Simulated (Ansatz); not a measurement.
Consider CuO.

Input

```
crystal:
  lattice:
    - [2.645206484, 0.0, 0.0]
    - [0.0, 2.645206484, 0.0]
    - [0.0, 0.0, 2.645206484]
  atoms:
    - { symbol: Cu, position: [0.5, 0.5, 0.5], spin: 0.52 }
    - { symbol: O, position: [0.0, 0.0, 0.0], spin: 0.6 }
basis:
  ecutwfc: 420
kpoints:
  mp_grid: { grid: [20, 20, 20] }
hamiltonian:
  xc: pbe
scf:
  occupations: { method: gaussian, width: 0.1 }
output:
  forces: true
  stress: true
  eigenvalues: true
  populations: true
  write_density: true
  write_potential: true
  elf: true
  volumetric_format: npy
magnetization:
  spin_polarized: true
relax:
  adjacent_minimum: "off"
  f_tol: 0.01
  max_steps: 80
  cell: { stress_tol: 0.05 }
```

Command:

```sh
ansatz run input.yaml --threads 1 --pin off --max-ram 2560MiB --backend cpu --events-out ev --progress --plain --runs-dir out
```

Below, planes, directions and counts refer to the conventional cell (a = 2.65 Å, b = 2.65 Å, c = 2.65 Å, α = 90.00°, β = 90.00°, γ = 90.00°).

Space group Pm-3m; a structure generated by program, which may or may not match a known phase; spin-polarised.

Theory: DFT PBE, scalar-relativistic, plane waves, PAW in Ansatz.

Predict the valence pseudo-density, electron localisation function and spin density between the atoms.

Cu–O (2.29 Å): ρ is about 0.31 e/Å³ halfway; the ELF is about 0.15 at the midpoint (no localised pair shows between them).
The spin density sits on Cu: +0.5 μB; O: +0.5 μB in one cell of 2 atoms: parallel main moments (a ferromagnetic arrangement) in this solution. The cell of the calculation (2 atoms) carries 1.0 μB of net spin moment.

Does the calculation give a band gap?

It is gapless in this calculation (a metal or semimetal); semilocal functionals without U, or without the true magnetic order, often close the gap of such compounds.

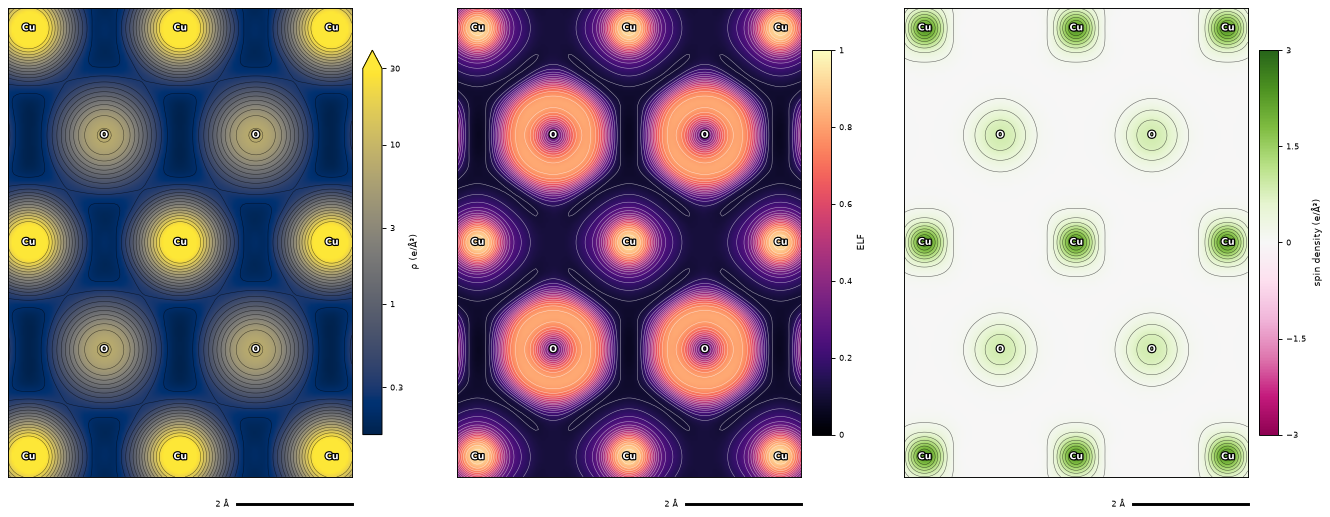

Computed valence pseudo-density, electron localisation function and spin density on the (110) plane of the conventional cell, in this order. 
